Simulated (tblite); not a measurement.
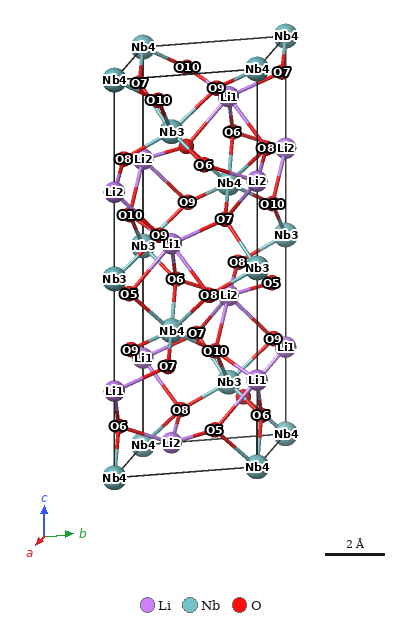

**Figure 1.** The structure as given in the input (ball-and-stick view of the cell 3 times as large as that of the calculation, set on its symmetry axes, seen slightly off an axis; atoms are numbered from 1 in the order of the input). Near neighbours in the crystal (not all of them lie inside the picture): Li has 6 O at 2.05 to 2.24 Å; Nb has 6 O at 1.88 to 2.14 Å; O has 2 Li at 2.05 to 2.24 Å and 2 Nb at 1.88 to 2.14 Å.

# Single-point calculation of LiNbO3

- system: LiNbO3 (R3c, 10 atoms in the cell)
- method: GFN2-xTB tight binding on a periodic cluster of cells at the zone centre (tblite 0.8.0)

The structure was built on a prototype by a generator; it need not be a known phase. The run did not end well. The geometry comes from this level: r2SCAN.

**Log**
```
------------------------------------------------------------
  cycle        total energy    energy error   density error
------------------------------------------------------------
      1     -334.3068708779  -3.3503795E+02   1.0337362E+00
      2     -350.2301520364  -1.5923281E+01   1.2448449E+00
      3     -344.5362778701   5.6938742E+00   6.3739781E-01
      4     -308.3240878505   3.6212190E+01   6.6665972E-01
      5     -323.8646849227  -1.5540597E+01   8.6466259E-01
      6     -116.4629732582   2.0740171E+02   1.4932245E+00
      7     -351.0190462335  -2.3455607E+02   3.4220711E-01
      8     -356.6032208887  -5.5841747E+00   1.0497763E-01
      9     -352.1206540143   4.4825669E+00   2.0076632E-01
     10     -356.1179886798  -3.9973347E+00   1.5659337E-01
     11     -356.2513044805  -1.3331580E-01   1.3898652E-01
     12     -356.2430228628   8.2816177E-03   1.3981697E-01
     13     -356.2078059064   3.5216956E-02   1.4142298E-01
     14     -356.2755092465  -6.7703340E-02   1.3314792E-01
     15     -355.9030385202   3.7247073E-01   1.4760066E-01
     16     -355.1364605821   7.6657794E-01   1.6676373E-01
     17     -352.8534409201   2.2830197E+00   2.6702345E-01
     18     -352.7974655164   5.5975404E-02   2.6852895E-01
     19     -353.0584161760  -2.6095066E-01   2.6039069E-01
     20     -353.0074803629   5.0935813E-02   2.5464643E-01
     21     -353.7712582727  -7.6377791E-01   2.5651813E-01
     22     -353.4575914485   3.1366682E-01   2.6811041E-01
     23     -353.0467601146   4.1083133E-01   2.6620261E-01
     24     -353.0649239781  -1.8163864E-02   2.6627201E-01
     25     -353.0532008818   1.1723096E-02   2.6336798E-01
     26     -353.5037864488  -4.5058557E-01   2.5272843E-01
     27     -353.7569282433  -2.5314179E-01   2.3564021E-01
     28     -354.0871462208  -3.3021798E-01   2.1504292E-01
     29     -355.0409459781  -9.5379976E-01   1.8001823E-01
     30     -354.9399995564   1.0094642E-01   1.7492882E-01
     31     -354.8692240972   7.0775459E-02   1.7792273E-01
     32     -355.0667605713  -1.9753647E-01   1.6614300E-01
     33     -355.5184601468  -4.5169958E-01   1.3084295E-01
     34     -355.7158463151  -1.9738617E-01   1.1798998E-01
     35     -355.7376635475  -2.1817232E-02   1.1760751E-01
     36     -355.7841935092  -4.6529962E-02   1.1217186E-01
     37     -355.5919428355   1.9225067E-01   1.1040701E-01
     38     -356.0743981906  -4.8245536E-01   9.7336711E-02
     39     -355.9593259988   1.1507219E-01   9.8477149E-02
     40     -356.0640239596  -1.0469796E-01   9.4258712E-02
     41     -355.9648742689   9.9149691E-02   9.4793129E-02
     42     -355.9893532078  -2.4478939E-02   9.2708322E-02
     43     -356.0904951785  -1.0114197E-01   8.9048438E-02
     44     -355.9978187698   9.2676409E-02   8.7277343E-02
     45     -356.0187123966  -2.0893627E-02   8.7190612E-02
     46     -356.0634149426  -4.4702546E-02   8.5537108E-02
     47     -356.1089126099  -4.5497667E-02   8.6245876E-02
     48     -356.0612130801   4.7699530E-02   8.6897385E-02
     49     -356.0184154137   4.2797666E-02   8.6074113E-02
     50     -356.0659001164  -4.7484703E-02   8.5030399E-02
     51     -356.0447992615   2.1100855E-02   8.6178337E-02
     52     -356.0379542948   6.8449667E-03   8.6471802E-02
     53     -356.0335922418   4.3620530E-03   8.6540339E-02
     54     -355.9828710693   5.0721173E-02   8.7917070E-02
     55     -355.9481782528   3.4692817E-02   8.7848842E-02
     56     -356.0279657530  -7.9787500E-02   8.4453967E-02
     57     -356.0303840982  -2.4183452E-03   8.4405140E-02
     58     -355.9996373125   3.0746786E-02   8.4651526E-02
     59     -355.9624763988   3.7160914E-02   8.6106896E-02
     60     -355.9762240403  -1.3747641E-02   8.4854342E-02
     61     -356.0519860311  -7.5761991E-02   8.1399294E-02
     62     -356.0651576632  -1.3171632E-02   7.9883304E-02
     63     -356.0636874822   1.4701810E-03   7.9892551E-02
     64     -356.0079124799   5.5775002E-02   8.0705720E-02
     65     -356.0563871577  -4.8474678E-02   7.7763693E-02
     66     -356.0724554193  -1.6068262E-02   7.6390794E-02
     67     -356.0463122466   2.6143173E-02   7.7350009E-02
     68     -356.0260371120   2.0275135E-02   7.8481888E-02
     69     -356.0402490573  -1.4211945E-02   7.7263200E-02
     70     -356.0523082874  -1.2059230E-02   7.5902159E-02
     71     -356.0743014296  -2.1993142E-02   7.5074447E-02
     72     -356.0774517299  -3.1503003E-03   7.4807755E-02
     73     -356.0747438546   2.7078753E-03   7.5097209E-02
     74     -356.0902891955  -1.5545341E-02   7.5208316E-02
     75     -356.0908981434  -6.0894793E-04   7.5557576E-02
     76     -356.0697090596   2.1189084E-02   7.4469246E-02
     77     -356.0766464520  -6.9373924E-03   7.3872581E-02
     78     -356.0745328636   2.1135884E-03   7.3861182E-02
     79     -356.0756730457  -1.1401821E-03   7.3883783E-02
     80     -356.0331545883   4.2518457E-02   7.5790163E-02
     81     -356.0436712385  -1.0516650E-02   7.5244958E-02
     82     -356.0490733504  -5.4021119E-03   7.4752772E-02
     83     -356.0218734363   2.7199914E-02   7.4716750E-02
     84     -356.0054115208   1.6461916E-02   7.5747522E-02
     85     -356.0146378214  -9.2263007E-03   7.5604488E-02
     86     -355.9991378866   1.5499935E-02   7.5062771E-02
     87     -356.0377264985  -3.8588612E-02   7.3039812E-02
     88     -356.0396859222  -1.9594237E-03   7.2728470E-02
     89     -356.0408173281  -1.1314059E-03   7.2674478E-02
     90     -356.1832192280  -1.4240190E-01   6.7611323E-02
     91     -356.1991107822  -1.5891554E-02   6.5719782E-02
     92     -356.2498093727  -5.0698591E-02   6.2964176E-02
     93     -356.2501835155  -3.7414272E-04   6.3058900E-02
     94     -356.2306335932   1.9549922E-02   6.3842467E-02
     95     -356.2854123043  -5.4778711E-02   6.0363023E-02
     96     -356.2568283671   2.8583937E-02   5.9696840E-02
     97     -356.2717473771  -1.4919010E-02   5.9091599E-02
     98     -356.2885880273  -1.6840650E-02   5.9138739E-02
     99     -356.2774919959   1.1096031E-02   5.8948500E-02
    100     -356.3020387921  -2.4546796E-02   5.7030750E-02
    101     -356.3067052923  -4.6665001E-03   5.6079704E-02
    102     -356.3012724542   5.4328380E-03   5.6336563E-02
    103     -356.2992226168   2.0498375E-03   5.5654912E-02
    104     -356.3245598044  -2.5337188E-02   5.1610286E-02
    105     -356.3310610428  -6.5012384E-03   5.0902786E-02
    106     -356.3367724593  -5.7114165E-03   5.0242984E-02
    107     -356.3313587422   5.4137171E-03   5.0444009E-02
    108     -356.3417375175  -1.0378775E-02   4.8068292E-02
    109     -356.3474018038  -5.6642863E-03   4.5734200E-02
    110     -356.3553837680  -7.9819642E-03   4.4393486E-02
    111     -356.3555809861  -1.9721818E-04   4.4383871E-02
    112     -356.3449259079   1.0655078E-02   4.5124311E-02
    113     -356.3407590306   4.1668773E-03   4.4969789E-02
    114     -356.3494734011  -8.7143706E-03   4.2671001E-02
    115     -356.3577899552  -8.3165540E-03   4.1755425E-02
    116     -356.3573273075   4.6264766E-04   4.1771350E-02
    117     -356.3519145044   5.4128031E-03   4.1508257E-02
    118     -356.3720925586  -2.0178054E-02   3.9149326E-02
    119     -356.3788280754  -6.7355168E-03   3.8186813E-02
    120     -356.3792488295  -4.2075408E-04   3.8330856E-02
    121     -356.3732505887   5.9982408E-03   3.8055856E-02
    122     -356.3850473438  -1.1796755E-02   3.6442779E-02
    123     -356.3894560777  -4.4087339E-03   3.5723574E-02
    124     -356.3851323087   4.3237690E-03   3.6344890E-02
    125     -356.3922713636  -7.1390549E-03   3.5631162E-02
    126     -356.3977515741  -5.4802105E-03   3.4043709E-02
    127     -356.4018419215  -4.0903474E-03   3.3249381E-02
    128     -356.3954468923   6.3950292E-03   3.3706373E-02
    129     -356.4129995270  -1.7552635E-02   3.0901885E-02
    130     -356.4202603493  -7.2608223E-03   2.9169902E-02
    131     -356.4202482991   1.2050125E-05   2.9144375E-02
    132     -356.4179423074   2.3059917E-03   2.9339033E-02
    133     -356.4247082157  -6.7659082E-03   2.7357094E-02
    134     -356.4301693802  -5.4611645E-03   2.5577300E-02
    135     -356.4303360802  -1.6670003E-04   2.5522710E-02
    136     -356.4324609230  -2.1248428E-03   2.5318328E-02
    137     -356.4382665429  -5.8056200E-03   2.3512199E-02
    138     -356.4406581940  -2.3916511E-03   2.2636440E-02
    139     -356.4399048515   7.5334252E-04   2.2960538E-02
    140     -356.4401627807  -2.5792920E-04   2.2679167E-02
    141     -356.4436320098  -3.4692291E-03   2.1065306E-02
    142     -356.4459971445  -2.3651347E-03   2.0352958E-02
    143     -356.4440539319   1.9432126E-03   2.0847053E-02
    144     -356.4494275616  -5.3736297E-03   1.9341731E-02
    145     -356.4533683858  -3.9408242E-03   1.7572207E-02
    146     -356.4538497193  -4.8133343E-04   1.7372800E-02
    147     -356.4540583873  -2.0866806E-04   1.7301550E-02
    148     -356.4590996538  -5.0412664E-03   1.4747670E-02
    149     -356.4612760410  -2.1763873E-03   1.3595020E-02
    150     -356.4604998625   7.7617853E-04   1.3339278E-02
------------------------------------------------------------

 total:                                  23.583 sec
tblite.exceptions.TBLiteRuntimeError: SCF not converged in 150 cycles
```

The run was set up as follows.

**The input**
```python
import json
from ase import Atoms
from ase.build import make_supercell
from ase.units import Bohr, GPa, Hartree
from tblite.interface import Calculator

atoms = Atoms(['Li', 'Li', 'Nb', 'Nb', 'O', 'O', 'O', 'O', 'O', 'O'],
              cell=[[2.5687, 1.48304, 4.628227], [-2.5687, 1.48304, 4.628227], [0.0, -2.96608, 4.628227]],
              scaled_positions=[[0.78217, 0.78217, 0.78217], [0.28217, 0.28217, 0.28217], [0.500176, 0.500176, 0.500176], [1.000176, 1.000176, 0.000176], [0.607988, 0.219642, 0.862024], [0.862024, 0.607988, 0.219642], [0.107988, 0.362024, 0.719642], [0.219642, 0.862024, 0.607988], [0.719642, 0.107988, 0.362024], [0.362024, 0.719642, 0.107988]],
              pbc=True)
cluster = make_supercell(atoms, [[0, 2, -2], [2, -2, 0], [-1, -1, -1]])
calc = Calculator('GFN2-xTB', cluster.numbers, cluster.positions / Bohr, lattice=cluster.cell[:] / Bohr, periodic=cluster.pbc)
calc.set('temperature', 0.02 / Hartree)
calc.set('max-iter', 150)
res = calc.singlepoint()
levels = res.get('orbital-energies') * Hartree
nv = round(res.get('orbital-occupations').sum() / 2)
cells = len(cluster) // len(atoms)
out = {'energy_per_cell': res.get('energy') * Hartree / cells, 'homo': levels[nv - 1], 'lumo': levels[nv],
       'stress': (-res.get('virial') * Hartree / cluster.get_volume() / GPa).tolist(), 'charges': res.get('charges')[:len(atoms)].tolist(), 'electrons': 2 * nv / cells}
json.dump(out, open('results.json', 'w'))
for key, value in out.items():
    print(key, value)
```

Command:
```bash
python run.py
```

**What the run reported**

| quantity | value |
| --- | --- |
| outcome | not converged |
| space group (tolerance 0.01 Å) | R3c (161) |
| hardware | 1 thread of Arm Neoverse V2, 24 GiB of memory available, shared host |
| wall time | 24 s |
| peak memory | 0.15 GiB |

The run did not converge. Its last values are not results.
